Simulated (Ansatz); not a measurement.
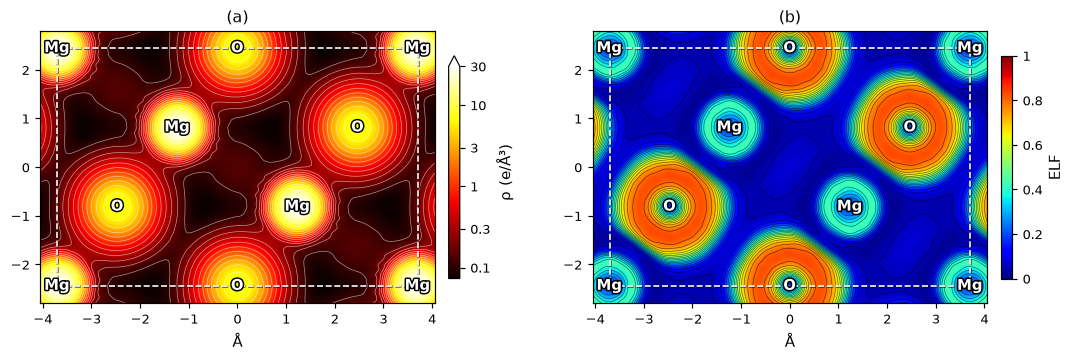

Figure 1: MgO. (a) valence electron density; (b) ELF on the (110) plane of the conventional cell.

Space group R-3m; started from the rocksalt prototype, which need not be the ambient phase; changed on purpose from its base cell (epitaxial 111 strain -5.2%); computed pressure about 18 GPa in this cell.

Level of theory: DFT, r2SCAN, plane waves, PAW in Ansatz.

```cif
data_structure
_symmetry_space_group_name_H-M 'P 1'
_symmetry_Int_Tables_number 1
_cell_length_a 2.8198
_cell_length_b 2.8198
_cell_length_c 7.4083
_cell_angle_alpha 90.000
_cell_angle_beta 90.000
_cell_angle_gamma 120.000
_cell_volume 51.01
loop_
_atom_site_label
_atom_site_type_symbol
_atom_site_fract_x
_atom_site_fract_y
_atom_site_fract_z
_atom_site_occupancy
Mg1 Mg 0.00000 0.00000 0.00000 1
Mg2 Mg 0.66667 0.33333 0.33333 1
Mg3 Mg 0.33333 0.66667 0.66667 1
O1 O 0.33333 0.66667 0.16667 1
O2 O 0.00000 0.00000 0.50000 1
O3 O 0.66667 0.33333 0.83333 1
```

Q: Describe what can be read from this map.

A:
- The section cuts through Mg and O sites.
- Mg–O (2.04 Å): the density is about 0.38 e/Å³ at the midpoint; the ELF peaks at about 0.85 in the valence shell of O, 0.6 Å from its nucleus, and is about 0.35 at the midpoint (a closed-shell, largely ionic contact).
- Between the atoms the lowest density in this plane is 0.07 e/Å³.

Q: Does the calculation make it a metal, or give it a gap?

A: It is gapped, with a Kohn–Sham gap of 6.3 eV on the k-point mesh (the band edges may lie off the mesh, which would make the gap smaller).
